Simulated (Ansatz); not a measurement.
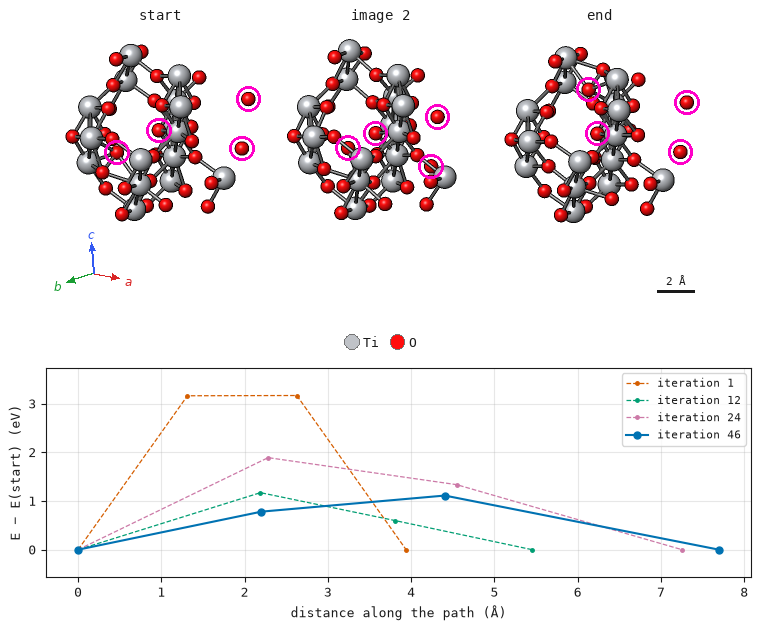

A search for the minimum-energy path of TiO$_{2}$ with an interstitial O (19 atoms in the cell) by the nudged elastic band. Images are numbered from 0 (start) to 3 (end). The plot follows the band through its iterations. A ball-and-stick model of the atoms within 4.9 Å of the middle of the path, seen from a free direction. The atoms that move most are ringed. Bonds to atoms that aren't drawn are left out.

Level of theory: Ansatz 0.2.0, DFT PBE, scalar-relativistic, plane waves, PAW. Settings: plane-wave cutoff 420 eV; k-point mesh 3 × 3 × 2; Gaussian smearing 0.05 eV; spin collinear; 2 movable images; climbing image; force threshold 0.05 eV/Å; iteration limit 46.

### Judge this run.

The result isn't final. The band hadn't converged when the run stopped after 46 iterations. The barrier read from it is provisional: over the last two iterations the highest image moved from 1.13 eV to 1.11 eV. So few images resolve the path coarsely. The first iteration put the highest image at 3.17 eV. The barrier is about 1.11 eV in both directions, with image 2 at the top; the ends have nearly the same energy.

Limits of the set-up: the periodic images lie only 5.6 Å apart, so the values are limited by the cell's size.

The run took 12 min on 4 threads of Arm Neoverse V1, with other jobs on the host, peak memory 1.1 GiB.

PAW datasets: the set soft_1.
